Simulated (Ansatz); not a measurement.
# A series of single points on BaS

System: BaS (2 atoms in the cell).
Method: DFT, PBE, PAW with Ansatz's default frozen-core files, scalar-relativistic, no spin polarisation (Ansatz 0.2.0).

The 7 runs differ only in the geometry, by an even scaling of the cell at fixed fractional positions. The structure derives from an entry of the Crystallography Open Database.

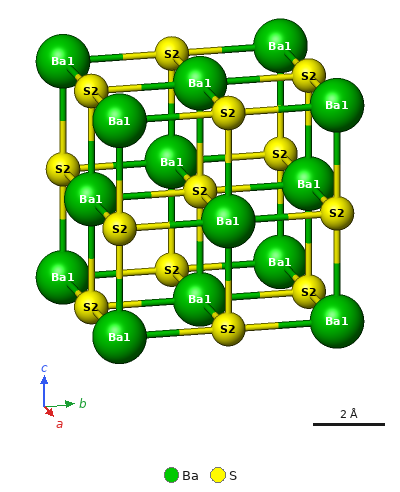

Figure 1. The structure of run 4 (ball-and-stick view of the cell 4 times as large as that of the calculation, set on its symmetry axes, seen slightly off an axis; atoms are numbered from 1 in the order of the input).

**Input of run 4**
```yaml
crystal:
  lattice:
    - [0.0, 3.2043605431, 3.2043605431]
    - [3.2043605431, 0.0, 3.2043605431]
    - [3.2043605431, 3.2043605431, 0.0]
  atoms:
    - { symbol: Ba, position: [0.0, 0.0, 0.0] }
    - { symbol: S, position: [0.5, 0.5, 0.5] }
kpoints:
  mp_grid: { grid: [8, 8, 8] }
scf:
  occupations: { method: fermi_dirac, width: 0.02 }
hamiltonian:
  xc: pbe
  pseudopotentials: { kind: paw }
output:
  forces: true
  stress: true
  eigenvalues: true
  efg: { contact_densities: true }
```

Command:
```bash
ansatz run input.yaml --threads 1 --pin off --max-ram 3072MiB --backend cpu --events-out ev --progress --plain --runs-dir out
```

Run 3 differs from it as follows:
```diff
-    - [0.0, 3.2043605431, 3.2043605431]
-    - [3.2043605431, 0.0, 3.2043605431]
-    - [3.2043605431, 3.2043605431, 0.0]
+    - [0.0, 3.1723147904, 3.1723147904]
+    - [3.1723147904, 0.0, 3.1723147904]
+    - [3.1723147904, 3.1723147904, 0.0]
```

**Results, with one run withheld**

```tsv
run	volume per atom (Å³)	free energy per atom, from the lowest run given (meV)	pressure (GPa)	gap on the mesh (eV)
1	30.622	30.23	4.05	2.10
2	30.948	22.62	3.44	2.12
3	31.925	?	?	?
4	32.902	0.24	0.39	2.22
5	33.391	0.00	−0.23	2.24
6	33.879	1.58	−0.80	2.26
7	34.205	3.58	−1.16	2.27
```

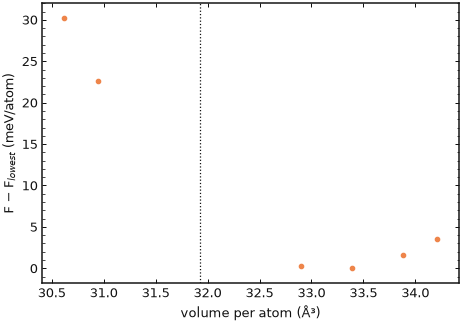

Figure 2. Free energy per atom of the runs given; the dotted line marks run 3.

What should run 3 give?

A cubic polynomial in V^(−2/3) (the Birch–Murnaghan form), fitted to the 6 runs given, misses them by under 0.01 meV per atom. With x = V^(−2/3) − 0.09798 Å⁻², it reads F = 1.3366 + 2478.1 x + 1.0479e+06 x² + 1.9981e+06 x³ (meV per atom). At run 3 it gives 6.80 meV per atom, and the run itself gives 6.79. The slope of the fit gives a pressure −dF/dV of 1.79 GPa there, and the run prints 1.79 GPa. The fit has its minimum at 33.207 Å³ per atom, where V d²F/dV² gives 41.8 GPa: the bulk modulus at this level, since symmetry fixes the shape and the positions. The gap on the mesh goes, without turning, from 2.10 eV in run 1 to 2.27 eV in run 7; run 3 has 2.18 eV. These are gaps of this functional on this mesh, which can miss the band edges; they aren't the measured gap.

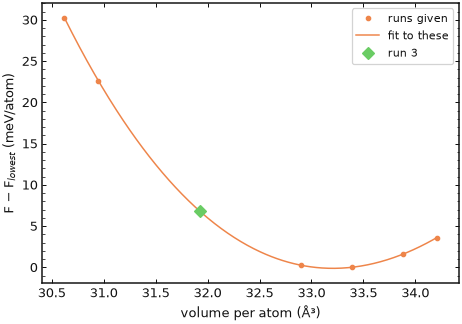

Figure 3. The fit and the withheld run.

**Output, shortened to warnings, some set-up lines, iterations and results (run 3)**
```
Basis set: ecut = 420 eV, 1243 PW (Γ), exchange–correlation on 60×60×60 points (8 copies of the dense FFT grid, shifted against one another)
Symmetry: 48 space group operations
k-points: 29 of 512
Initial density: superposition of atomic densities (neutral atoms: chi_scale 0, normalization atom), corrected by the library's trained network
[...]
SCF iter   1: F=—  HF=-6855.850672 eV  |F-HF|=—  |Δ(HF+E_count)|=         —  Δρ=7.29e-4  dr2=8.12e-4  ethr=1.77e-3  ⟨swp⟩=9.8  Hψ=2978  notcnv=0
SCF iter   2: F=—  HF=-6855.850323 eV  |F-HF|=—  |Δ(HF+E_count)|=   3.49e-4  Δρ=2.15e-4  dr2=1.96e-5  ethr=5.07e-6  ⟨swp⟩=2.2  Hψ=886  notcnv=0
SCF iter   3: F=—  HF=-6855.850305 eV  |F-HF|=—  |Δ(HF+E_count)|=   1.82e-5  Δρ=9.72e-5  dr2=4.49e-6  ethr=1.23e-7  ⟨swp⟩=2.4  Hψ=555  notcnv=0
SCF iter   4: F=—  HF=-6855.850311 eV  |F-HF|=—  |Δ(HF+E_count)|=   5.68e-6  Δρ=1.50e-5  dr2=2.53e-7  ethr=2.81e-8  ⟨swp⟩=3.0  Hψ=566  notcnv=0
SCF iter   5: F=-6855.850310 eV  HF=-6855.850310 eV  |F-HF|=2.41e-8  |Δ(HF+E_count)|=   4.54e-8  Δρ=4.76e-6  dr2=3.14e-8  ethr=1.58e-9  ⟨swp⟩=2.0  Hψ=462  notcnv=0
SCF iter   6: F=-6855.850310 eV  HF=-6855.850310 eV  |F-HF|=1.55e-11  |Δ(HF+E_count)|=   7.19e-9  Δρ=5.38e-7  dr2=1.42e-10  ethr=1.96e-10  ⟨swp⟩=2.6  Hψ=1164  notcnv=0
SCF 1 converged in 6 iterations: F = -6855.850310 eV  dr2 = 1.42e-10
SCF converged after 6 iterations
Free energy (F): -6855.850310 eV
Harris-Foulkes:  -6855.850310 eV  (|F-HF|=1.55e-11)
Internal energy: -6855.850310 eV  (E = F + TS)
E sigma→0 (E₀):  -6855.850310 eV
Fermi energy:    7.071822 eV
--- Per-component energies (eV) ---
  E_band       = -47.457790
  E_kinetic    = 277.133007
  E_local      = -394.545538  (includes V_loc(G=0)·N_el)
  E_nonlocal   = 85.272455
  E_hartree    = 125.366437
  E_xc         = -266.942432
  E_vxc        = -225.308691  (∫ρ·V_xc dr)
  E_paw        = -5826.151652  (= ΣΔE_a)
  E_vpaw       = -40.741763  (= ΣTr[D̂ρ^β])
  E_aug_tail   = -0.000000  (compensation charges beyond the density's cutoff)
  E_ewald      = -855.982588
  E_smearing   = -0.000000  (= −TS)
  E_closure    = 0.000000  (closes the sum)
  Σ components = -6855.850310   (vs F -6855.850310, Δ=0.00e0)
--- Forces (eV/Å), atoms counted from 1 ---
  atom   1  Ba    -0.00000000     0.00000000     0.00000000
  atom   2  S      0.00000000    -0.00000000     0.00000000
  max |Σ_I F_I| component: 4.77e-30 eV/Å
--- Stress (GPa, compression-positive) ---
        1.793781       0.000000      -0.000000
       -0.000000       1.793781       0.000000
       -0.000000       0.000000       1.793781
  P = ⅓ Tr σ = 1.7938 GPa (17.938 kbar)
--- PAW observables at the nuclei: V_zz in 10²¹ V/m², potentials from the cell's mean, atoms counted from 1 ---
  atom   1  Ba V_zz =    +0.000000   η = 0.0000   by run symmetry: forbidden
            electrostatic potential = -9622.181325 V   contact ρ = 2065464.116368 e/Å³
  atom   2  S  V_zz =    +0.000000   η = 0.0000   by run symmetry: forbidden
            electrostatic potential = -1635.422641 V   contact ρ = 19765.520621 e/Å³
```

The program warns: the field gradients leave out spin–orbit coupling.
